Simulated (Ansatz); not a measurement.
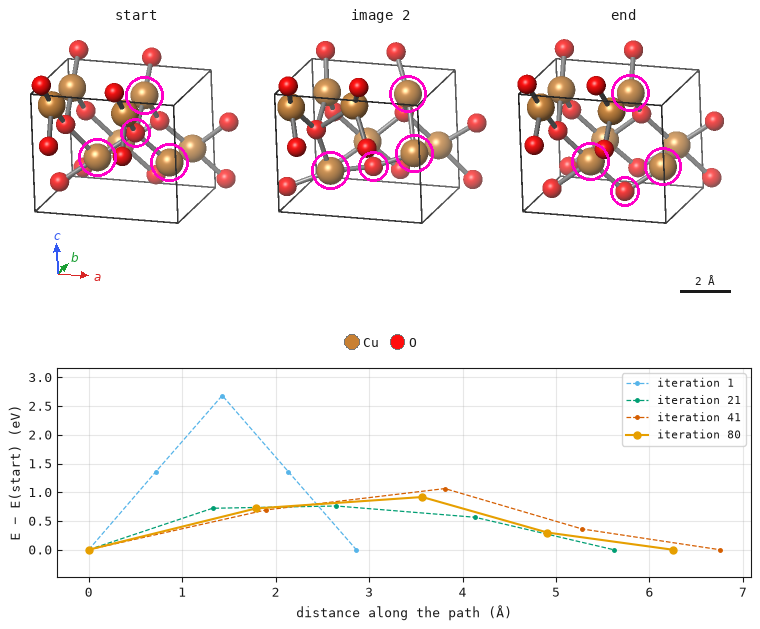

A search for the minimum-energy path of CuO with an O vacancy (15 atoms in the cell) by the nudged elastic band. Images are numbered from 0 (start) to 4 (end). The plot follows the band through its iterations. Style: ball-and-stick. Shown: the simulation cell (origin moved), slightly off an axis. The atoms that move most are ringed. Bonds to atoms that aren't drawn are left out.

These are results of Ansatz, DFT LDA, scalar-relativistic, plane waves, PAW, not measurements. Settings: plane-wave cutoff 420 eV; k-point mesh 3 × 3 × 3; Fermi-Dirac smearing 0.05 eV; 3 movable images; climbing image; force threshold 0.05 eV/Å; iteration limit 80; spring constant 10.0 eV/Å²; starting path by image-dependent pair potential.

Q: Did the band converge, and can the barrier be trusted?

A: The result isn't final. The band hadn't converged when the run stopped after 80 iterations. The barrier read from it is provisional: over the last two iterations the highest image moved from 0.94 eV to 0.92 eV. The first iteration put the highest image at 2.68 eV. The two ends have nearly the same energy, and the highest point, image 2, lies 0.92 eV above the start.

Limits of the set-up: the periodic images lie only 5.1 Å apart, so the values are limited by the cell's size.

Cost: 28 min on 4 threads of Intel(R) Xeon(R) 6975P-C (Granite Rapids), on a shared host, peak memory 1.5 GiB.

PAW datasets: the set soft_1.
